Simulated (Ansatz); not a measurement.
**MoS$_{2}$: density, localisation and related maps**

The calculation's input:

```
crystal:
  lattice:
    - [3.1492859261, 0.0, 0.0]
    - [-1.5746429631, 2.7273616158, 0.0]
    - [0.3628165869, 0.0, 12.0938862292]
  atoms:
    - { symbol: Mo, position: [0.6674142122, 0.335526846, 0.2498968285] }
    - { symbol: Mo, position: [0.3325857878, 0.664473154, 0.7501031715] }
    - { symbol: S, position: [0.324748254, 0.6689781441, 0.379365532] }
    - { symbol: S, position: [0.6564721173, 0.3310264316, 0.8795659771] }
    - { symbol: S, position: [0.3435278827, 0.6689735684, 0.1204340229] }
    - { symbol: S, position: [0.675251746, 0.3310218559, 0.620634468] }
basis:
  ecutwfc: 420
kpoints:
  mp_grid: { grid: [12, 12, 4] }
hamiltonian:
  xc: pbe
  dispersion: d3bj
scf:
  occupations: { method: gaussian, width: 0.02 }
output:
  forces: true
  stress: true
  eigenvalues: true
  write_density: true
  write_potential: true
  elf: true
  volumetric_format: npy
relax:
  adjacent_minimum: "off"
  f_tol: 0.008
  max_steps: 40
```

Run with:

```sh
ansatz run input.yaml --threads 1 --pin off --max-ram 2560MiB --backend cpu --events-out ev --progress --plain --runs-dir out
```

Below, planes, directions and counts refer to the conventional cell (a = 3.15 Å, b = 5.45 Å, c = 12.10 Å, α = 90.00°, β = 91.72°, γ = 90.00°).

The fields are those of the relaxed geometry.

Space group C2/c; a structure from a database of computed crystals, not necessarily the ambient phase; computed without spin polarisation.

All numbers below come from DFT PBE+D3(BJ), scalar-relativistic, plane waves, PAW (Ansatz 0.2.0).

In a PAW calculation such maps are meaningful between the atoms, not at the nuclei.

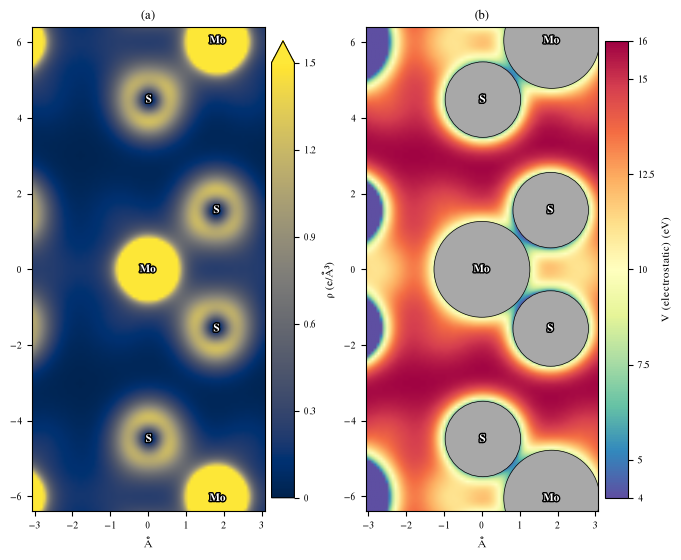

Figure 1. (a) valence pseudo-density; (b) electrostatic potential (local pseudopotential plus Hartree) felt by an electron on the (100) plane of the conventional cell. Grey discs cover the atomic cores in the potential map.

Q: Interpret the plot.

A:
- The plane passes through Mo and S nuclei.
- Mo–S (2.40 Å): ρ at the midpoint is about 0.61 e/Å³.
- Between the atoms the lowest density in this plane is 0.02 e/Å³.
- Outside the cores the potential energy rises away from the atoms and is highest about 2.3 Å from the nearest atoms; its zero is arbitrary.

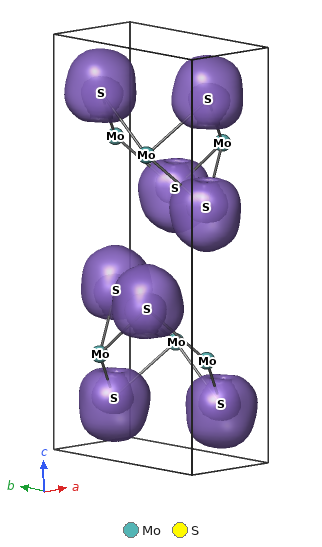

Figure 2. Isosurface of the electron localisation function at 0.75 (purple), seen at an oblique angle. Only the valence region is drawn (cores and ρ < 0.01 e/Å³ removed). Sticks mark near contacts.

Q: Identify the bonds, lone pairs and shells in this picture.

A: At this value the surface marks out eight regions wrapped around S (the valence shell of each), counted in one cell of 12 atoms. Any copies at cell faces, edges or corners count once. Profiles from the grid: Mo–S (2.40 Å): the ELF peaks at about 0.85 in the valence shell of S, 0.8 Å from its nucleus, and is about 0.45 at the midpoint.

Q: Metal or insulator at this level of theory?

A: It is gapped, with a Kohn–Sham gap of 0.78 eV on the k-point mesh, an upper bound to the gap of this method.
